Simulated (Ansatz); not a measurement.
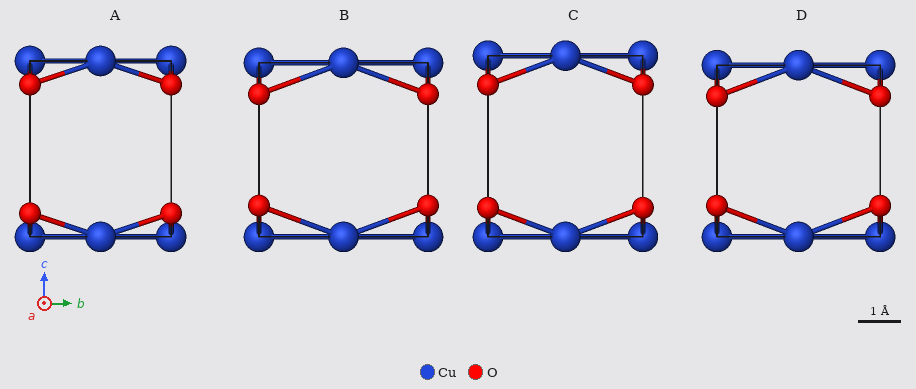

4 geometries from one relaxation of a crystal of Cu$_{3}$O$_{2}$ (a generated structure, set up in P6/mmm) (coarse preliminary run), in shuffled order. Style: ball-and-stick. Shown: the cell of the calculation, along the a axis.

All numbers below come from Ansatz 0.2.0, DFT PBE, scalar-relativistic, plane waves, PAW. Settings: plane-wave cutoff 420 eV; k-point mesh 6 × 6 × 4; occupations gaussian; smearing width 0.1 eV; collinear spin; cell and atoms relaxed; force threshold 0.04 eV/Å; at most 70 steps.

Order the frames from highest to lowest energy.

A, C, D, B. They are steps 0, 2, 4, 11, at +10.501 eV per cell of the calculation, +1.548 eV per cell of the calculation, +0.572 eV per cell of the calculation relative to the last. The largest moves relative to the cell, 0.20 Å, are those of O atoms. Cu stays in place. Cell: a = b 3.954 → 4.735 Å (+19.8 %), c 4.268 → 4.223 Å (−1.1 %). Volume +41.9 %. Near-neighbour distances that change, for instance: Cu–O 2.058 → 2.486 Å, Cu–Cu 1.977 → 2.367 Å, O–O 1.141 → 1.519 Å. The space group stays P6/mmm (No. 191). The energy falls by 10.501 eV per cell of the calculation in 9 accepted moves (11 points after the start). Largest force component: 24 eV/Å at the start, 0.017 eV/Å at the end. The pressure goes from 118.59 to 0.07 GPa. The SCF was repeated twice at an unchanged geometry on a basis and grid sized afresh for the cell, which shifted the energy by 0.395 eV per cell of the calculation at most. The program noted that the starting moments weren't kept. The run may lie on a higher electronic state than the lowest, so the end point isn't shown to be the ground-state structure.
